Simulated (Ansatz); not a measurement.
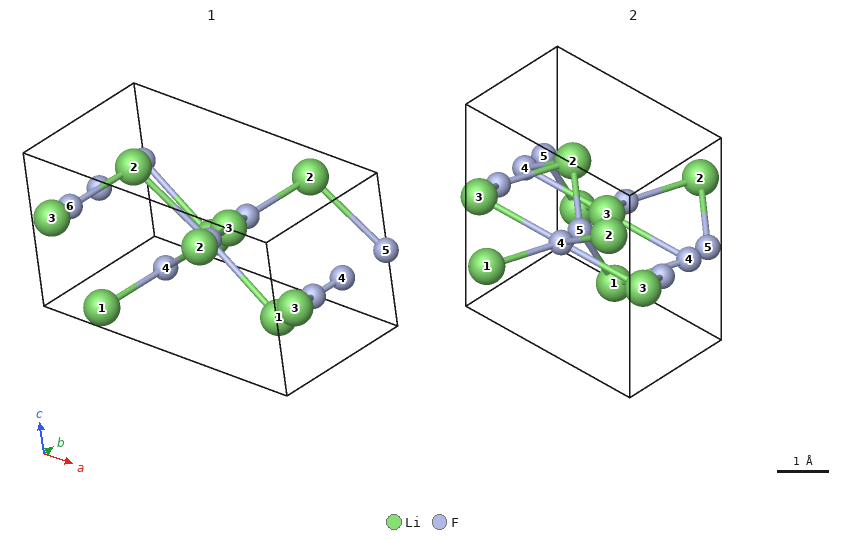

Two geometries of crystalline LiF (a generated structure, set up in C2) (coarse preliminary run), drawn at one scale. One is the start of a relaxation, the other its converged end. Style: ball-and-stick. Shown: the conventional cell (2 times the calculation's cell), slightly off an axis. Lengths and directions refer to the drawn axes.

Computed with DFT PBE, scalar-relativistic, plane waves, PAW (Ansatz). (plane-wave cutoff 420 eV; k-point mesh 6 × 6 × 6; occupations gaussian; smearing width 0.1 eV; no spin polarisation; cell and atoms relaxed; force threshold 0.04 eV/Å; at most 70 steps)

Which one is relaxed?

Structure 1 is the relaxed one. The energy falls by 10.284 eV per cell of the calculation in 25 accepted moves (30 points after the start). Largest force component: 8 eV/Å at the start, 0.0077 eV/Å at the end. The pressure goes from 37.59 to 0.09 GPa. The line search rejected the trial step at point 14 of the run. At 4 points the geometry stayed and the basis and grid were re-selected for the new cell (energy shift of 0.412 eV per cell of the calculation at most each time). F5 moves most relative to the cell: 1.41 Å along +b. By element the largest moves are F 1.41 Å, Li 0.98 Å. The volume changes by +29.4 %, with a 3.713 → 5.149 Å (+38.7 %), b 8.667 → 10.488 Å (+21.0 %), c 4.003 → 3.053 Å (−23.7 %), β 117.6° → 116.4°. Near-neighbour distances that change, for instance: Li1–Li2 2.546 → 4.110 Å, Li1–F5 3.102 → 1.910 Å, Li1–Li3 1.794 → 2.968 Å, Li3–F4 1.857 → 2.679 Å. New bonds form: Li1–F5 (3.10 → 1.91 Å), Li2–F5 (3.10 → 1.91 Å), Li3–F5 (2.53 → 1.85 Å). Bonds break: Li3–F4 (1.86 → 2.68 Å). Among the angles between lasting bonds that change: Li1–F5–Li2 90.4° → 164.0°, F5–Li1–F6 62.3° → 104.2°, F4–Li1–F5 121.9° → 91.8°. The space group stays C2 (No. 5).
